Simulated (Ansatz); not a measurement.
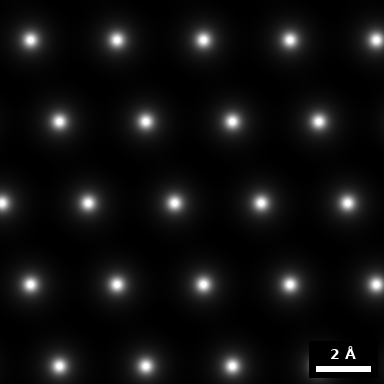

Map of the projected electrostatic potential of a crystal. Computed as the sum of neutral-atom potentials (tabulated electron scattering factors, B = 0.3 Å²) projected along the beam and smoothed by 0.25 Å; brighter is more positive.

Q: Give the net of the columns and its spacings.

A: The pattern repeats on a centred rectangular net of 3.8 × 5.3 Å.

Q: Which plane group does this projection have?

A: c2mm: perpendicular mirror lines on a centred net, with further twofold points between them.

Q: How many columns does the smallest repeating cell hold, and how many levels of brightness?

A: 1 column in the primitive cell of 10.0 Å², all of one brightness.

The crystal is Na (Fm-3m, No. 225) seen along [110]. Model: the geometry given to an electronic-structure calculation, possibly off equilibrium; the starting structure was generated, so it need not be a known form of this composition.
